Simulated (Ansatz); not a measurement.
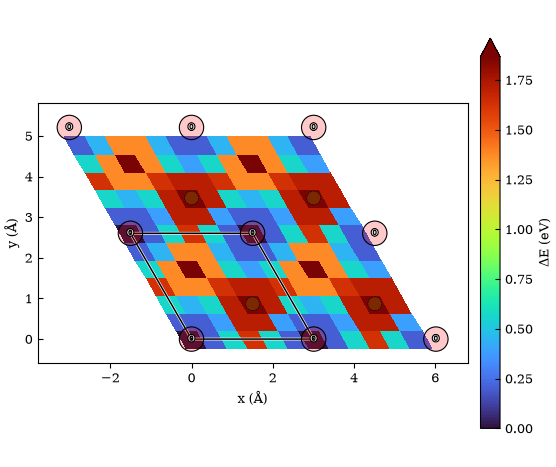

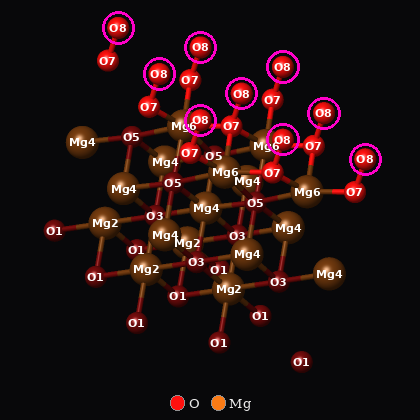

Energy landscape of O on a MgO(111) slab cut from the Fm-3m phase, its upper half relaxed before the scan (7 atoms of substrate and one adsorbate in a 1 × 1 cell). O is moved over the surface cell; relaxed at each place: the height of the adsorbate's atoms; substrate rigid; the origin of the map has the adsorbate above O7. Places are given modulo a cell vector. The map is drawn in real space over the plane of the surface. Grid: 6 × 6 points; 10 points were computed and 26 follow by symmetry. All energies are given in eV relative to the lowest grid point. Energies and slopes of some neighbouring points disagree (a jump in structure or state, or too coarse a mesh). The magnetic moment jumps between some neighbouring points. With one adsorbate in each 1 × 1 cell, its nearest image is 3.0 Å away, so neighbouring adsorbates interact. Computed with DFT PBE, scalar-relativistic, plane waves, PAW in Ansatz 0.2.0. Settings: cutoff 420 eV, k-mesh 9×9×1, gaussian smearing 0.05 eV, spin-polarised.

In the figure: one coloured cell a grid point, labelled circles for the atoms of the top layer and small ones for the second layer, the outline of one cell of the 2 × 2 shown, one colour for all values above the top of the scale. The second picture is the structure at the lowest point; rings mark the moved atoms.

Where are the lowest and the highest points?

The lowest grid point is at the top site over a surface O atom, (0/6, 0/6) of the cell vectors. The highest grid point, a threefold hollow over a third-layer O atom, (2/6, 4/6) of the cell vectors, lies 3.09 eV above the lowest. At the lowest point the adsorbate has 1 O at 1.37 Å as nearest neighbours, at the highest 3 O at 1.84 Å. Its relaxed height above the top atom is 1.37 Å at the lowest and 0.61 Å at the highest point.

The values on the grid:

| second ↓, first → | 0/6 | 1/6 | 2/6 | 3/6 | 4/6 | 5/6 |
| --- | --- | --- | --- | --- | --- | --- |
| 5/6 | 0.20 | 0.45 | 1.38 | 1.38 | 0.45 | 0.20 |
| 4/6 | 0.57 | 1.38 | 3.09 | 1.38 | 0.57 | 0.39 |
| 3/6 | 1.63 | 1.38 | 1.38 | 1.63 | 1.71 | 1.71 |
| 2/6 | 0.57 | 0.45 | 0.57 | 1.71 | 2.16 | 1.71 |
| 1/6 | 0.20 | 0.20 | 0.39 | 1.71 | 1.71 | 0.39 |
| 0/6 | 0.00 | 0.20 | 0.57 | 1.63 | 0.57 | 0.20 |

The whole map (10 points run) took 10 min on 2 threads of Intel(R) Xeon(R) 6975P-C (Granite Rapids), on a shared host.

PAW datasets: the set soft_1.
